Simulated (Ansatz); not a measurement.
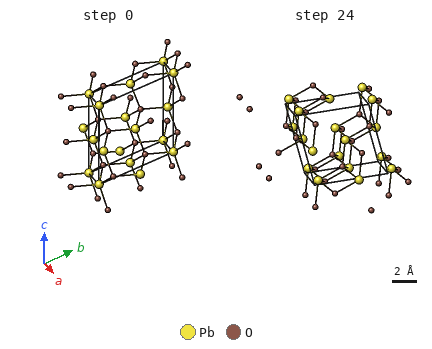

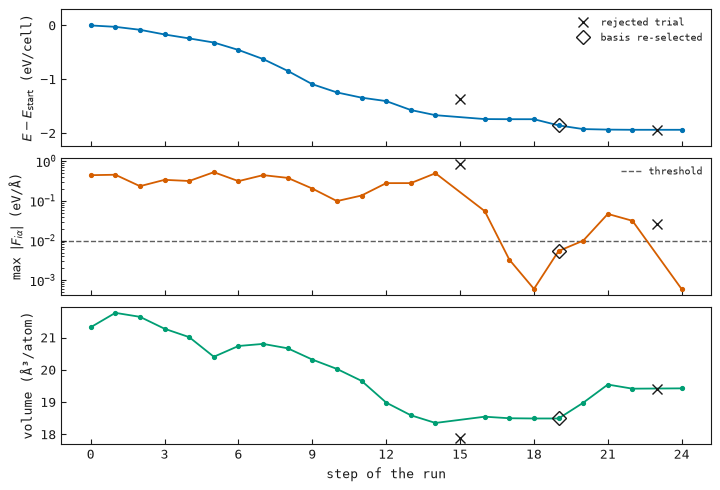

First and last geometry of a relaxation of crystalline PbO (built on the zincblende type), with the history of the run. Style: ball-and-stick. Shown: the cell of the calculation, reduced to other axes, slightly off an axis. Lengths and directions refer to the drawn axes.

Case: shaken.

Computed with Ansatz, DFT, PBEsol, plane waves, PAW. Settings: plane-wave cutoff 420 eV; k-point mesh 6 × 6 × 6; occupations fermi dirac; smearing width 0.05 eV; no spin polarisation; cell and atoms relaxed; force threshold 0.01 eV/Å; at most 120 steps.

Question: Did the run converge, and what did it change?

Answer: The run was cut off at its time limit before the program reported convergence, but its last step already meets the force threshold: the largest component is 0.0006 eV/Å against 0.01 eV/Å. The pressure is within 0.01 GPa of its target. The largest moves relative to the cell, 1.37 Å, are those of O atoms. By element the largest moves are O 1.37 Å, Pb 0.54 Å. The drawn cell changes as follows: a 3.871 → 3.901 Å (+0.8 %), b 6.858 → 6.354 Å (−7.3 %), c 6.897 → 6.355 Å (−7.9 %), α 68.7° → 99.4°, β 89.2° → 90.0°, γ 89.3° → 90.0°; the volume changes by −8.9 %. Near-neighbour distances that change, for instance: O–Pb 4.712 → 2.338 Å, O–Pb 4.624 → 2.338 Å, O–Pb 2.352 → 4.260 Å, O–Pb 2.407 → 4.260 Å. New bonds form: O–Pb (4.62 → 2.34 Å), O–Pb (4.70 → 2.34 Å), O–Pb (4.71 → 2.34 Å). Bonds break: O–Pb (2.35 → 4.26 Å), O–Pb (2.41 → 4.26 Å), O–Pb (2.43 → 4.26 Å), O–Pb (2.45 → 4.26 Å). Bond angles that change, for instance: O–Pb–O 111.6° → 75.3°, O–Pb–O 110.6° → 75.3°, O–Pb–O 110.3° → 75.3°. The space group (tolerance 0.01 Å) goes from P1 (No. 1) to Pmmn (No. 59). After 21 accepted moves (24 points after the start) the energy has fallen by 1.938 eV per cell of the calculation. Largest force component: 0.44 eV/Å at the start, 0.0006 eV/Å at the end. Pressure: 1.12 GPa at the start and 0.01 GPa at the end. The line search rejected the trial steps at points 15, 23 of the run. At 1 point the geometry stayed and the basis and grid were re-selected for the new cell (energy shift of 0.115 eV per cell of the calculation at most each time).

```json
{"step": "0", "E − E(0), meV/atom": "0.00", "largest force component, eV/Å": "0.4450", "pressure, GPa": "1.12", "volume, Å³/atom": "21.320", "note": ""}
{"step": "1", "E − E(0), meV/atom": "-3.22", "largest force component, eV/Å": "0.4562", "pressure, GPa": "-0.56", "volume, Å³/atom": "21.767", "note": ""}
{"step": "2", "E − E(0), meV/atom": "-10.08", "largest force component, eV/Å": "0.2352", "pressure, GPa": "-0.48", "volume, Å³/atom": "21.644", "note": ""}
{"step": "3", "E − E(0), meV/atom": "-20.96", "largest force component, eV/Å": "0.3395", "pressure, GPa": "-1.22", "volume, Å³/atom": "21.274", "note": ""}
{"step": "4", "E − E(0), meV/atom": "-30.12", "largest force component, eV/Å": "0.3176", "pressure, GPa": "-0.87", "volume, Å³/atom": "21.014", "note": ""}
{"step": "5", "E − E(0), meV/atom": "-39.65", "largest force component, eV/Å": "0.5290", "pressure, GPa": "0.49", "volume, Å³/atom": "20.406", "note": ""}
{"step": "6", "E − E(0), meV/atom": "-56.90", "largest force component, eV/Å": "0.3149", "pressure, GPa": "-0.83", "volume, Å³/atom": "20.740", "note": ""}
{"step": "7", "E − E(0), meV/atom": "-78.00", "largest force component, eV/Å": "0.4461", "pressure, GPa": "-1.64", "volume, Å³/atom": "20.805", "note": ""}
{"step": "8", "E − E(0), meV/atom": "-105.50", "largest force component, eV/Å": "0.3805", "pressure, GPa": "-1.64", "volume, Å³/atom": "20.668", "note": ""}
{"step": "9", "E − E(0), meV/atom": "-136.44", "largest force component, eV/Å": "0.2047", "pressure, GPa": "-0.76", "volume, Å³/atom": "20.319", "note": ""}
{"step": "10", "E − E(0), meV/atom": "-155.52", "largest force component, eV/Å": "0.0991", "pressure, GPa": "-0.28", "volume, Å³/atom": "20.029", "note": ""}
{"step": "11", "E − E(0), meV/atom": "-167.65", "largest force component, eV/Å": "0.1368", "pressure, GPa": "-0.45", "volume, Å³/atom": "19.659", "note": ""}
{"step": "12", "E − E(0), meV/atom": "-175.61", "largest force component, eV/Å": "0.2807", "pressure, GPa": "-1.07", "volume, Å³/atom": "18.986", "note": ""}
{"step": "13", "E − E(0), meV/atom": "-196.35", "largest force component, eV/Å": "0.2808", "pressure, GPa": "-0.43", "volume, Å³/atom": "18.593", "note": ""}
{"step": "14", "E − E(0), meV/atom": "-208.32", "largest force component, eV/Å": "0.4979", "pressure, GPa": "-1.31", "volume, Å³/atom": "18.356", "note": ""}
{"step": "15", "E − E(0), meV/atom": "-170.39", "largest force component, eV/Å": "0.8541", "pressure, GPa": "6.57", "volume, Å³/atom": "17.887", "note": "rejected"}
{"step": "16", "E − E(0), meV/atom": "-217.35", "largest force component, eV/Å": "0.0555", "pressure, GPa": "-0.39", "volume, Å³/atom": "18.549", "note": ""}
{"step": "17", "E − E(0), meV/atom": "-217.65", "largest force component, eV/Å": "0.0033", "pressure, GPa": "-0.01", "volume, Å³/atom": "18.501", "note": ""}
{"step": "18", "E − E(0), meV/atom": "-217.68", "largest force component, eV/Å": "0.0006", "pressure, GPa": "-0.02", "volume, Å³/atom": "18.494", "note": ""}
{"step": "19", "E − E(0), meV/atom": "-232.01", "largest force component, eV/Å": "0.0055", "pressure, GPa": "0.80", "volume, Å³/atom": "18.494", "note": "same geometry, new basis"}
{"step": "20", "E − E(0), meV/atom": "-240.58", "largest force component, eV/Å": "0.0100", "pressure, GPa": "0.38", "volume, Å³/atom": "18.982", "note": ""}
{"step": "21", "E − E(0), meV/atom": "-241.80", "largest force component, eV/Å": "0.0471", "pressure, GPa": "0.01", "volume, Å³/atom": "19.545", "note": ""}
{"step": "22", "E − E(0), meV/atom": "-242.23", "largest force component, eV/Å": "0.0316", "pressure, GPa": "-0.05", "volume, Å³/atom": "19.418", "note": ""}
{"step": "23", "E − E(0), meV/atom": "-242.24", "largest force component, eV/Å": "0.0262", "pressure, GPa": "0.01", "volume, Å³/atom": "19.414", "note": "rejected"}
{"step": "24", "E − E(0), meV/atom": "-242.23", "largest force component, eV/Å": "0.0006", "pressure, GPa": "0.01", "volume, Å³/atom": "19.427", "note": ""}
```
